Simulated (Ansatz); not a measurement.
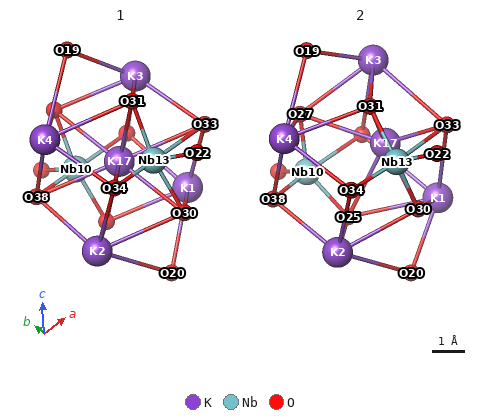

Two geometries of a defect cell of composition K$_{9}$Nb$_{8}$O$_{23}$, drawn at one scale. One is the start of a relaxation, the other its converged end. A ball-and-stick model of the atoms within 4.2 Å of the atom that moves most (axes of the cell of the calculation (origin shifted)), seen slightly off an axis.

Computed with DFT PBE, scalar-relativistic, plane waves, PAW in Ansatz 0.2.0. Settings: plane-wave cutoff 420 eV; k-point mesh 2 × 2 × 2; occupations gaussian; smearing width 0.01 eV; collinear spin; atoms relaxed in a fixed cell; force threshold 0.025 eV/Å; at most 45 steps.

Question: Which of the two is the end point?

Answer: Structure 2 is the relaxed one. Case: K on a O site (c), charge +0, atoms relaxed at the host's cell. The largest move is that of a K atom, 1.21 Å along +a. Largest moves by element: K 1.21 Å, Nb 0.33 Å, O 0.29 Å. The lattice vectors keep their values. Near-neighbour distances that change, for instance: K–O 2.863 → 3.961 Å, K–K 3.011 → 4.026 Å, K–Nb 2.008 → 2.778 Å, K–Nb 3.570 → 4.200 Å. Bonds break: K–O (2.86 → 3.96 Å). Bond angles that change, for instance: O–K–O 180.0° → 129.0°, O–K–O 85.3° → 135.5°, O–Nb–O 167.5° → 143.5°. After 16 accepted moves (19 points after the start) the energy has fallen by 6.001 eV per cell of the calculation. Largest force component: 11 eV/Å at the start, 0.021 eV/Å at the end. The line search rejected the trial steps at points 3, 14, 18 of the run. The program noted that the starting moments weren't kept.

Limits of the set-up: the k-point mesh is coarse for a cell with partly filled bands; the periodic images lie only 8.4 Å apart, so the values are limited by the cell's size.
